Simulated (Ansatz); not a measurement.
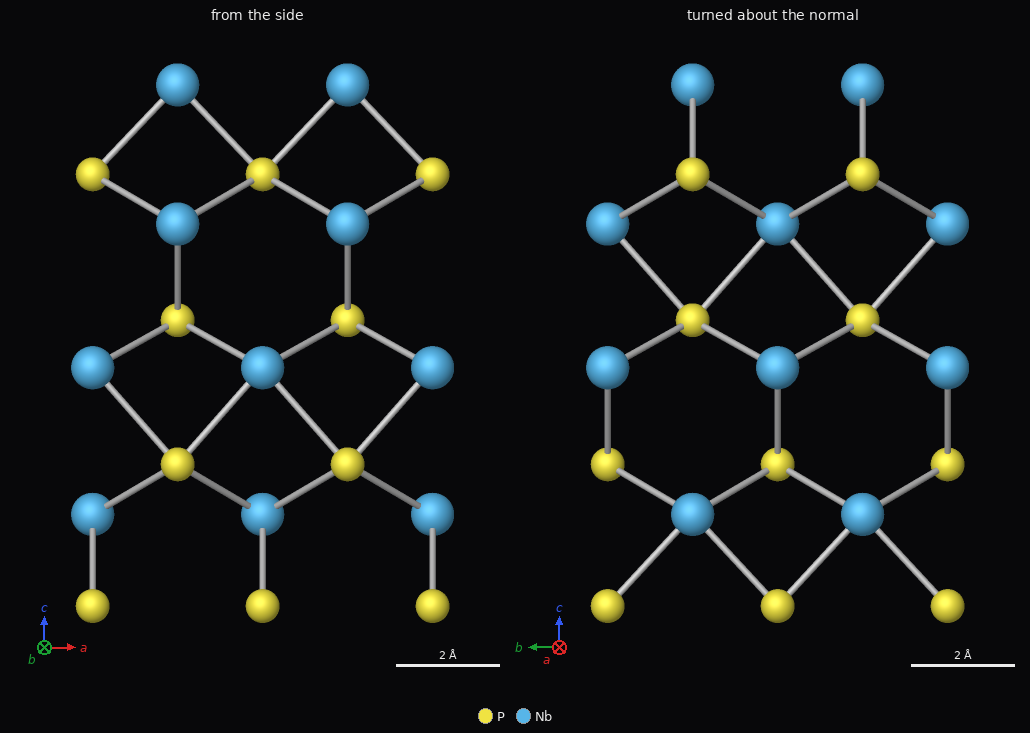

A ball-and-stick picture of a periodic slab, seen from the side and turned about the normal. The surface normal points up in side views; the vacuum is left out. 2×2 cells are drawn in the plane, with atoms at the edges repeated.

The cell holds 4 Nb, 4 P. The slab was cut from bulk NbP (I4_1md).

### Which atoms form the outer planes?

The top face ends in Nb, the bottom face in P. The faces differ, so the slab can carry a dipole.

### What height do the atoms span?

About 10 Å from the lowest to the highest atom.

### How are the atomic planes stacked?

Eight planes: Nb / P / Nb / P / Nb / P / Nb / P.

### Along which plane was the crystal cut?

(0 0 1).

Calculation details: DFT PBEsol, scalar-relativistic, plane waves, PAW in Ansatz; E_cut = 420 eV, Brillouin-zone sampling on a 10×10×1 mesh, Gaussian smearing of 0.1 eV, no spin polarisation.

### What is the work function on either side?

3.73 eV at the top and 5.58 eV at the bottom.

The starting point was a structure listed in the Materials Project, from which a slab was cut. The atoms were relaxed in a fixed cell with DFT PBEsol, scalar-relativistic, plane waves, PAW in Ansatz 0.2.0.
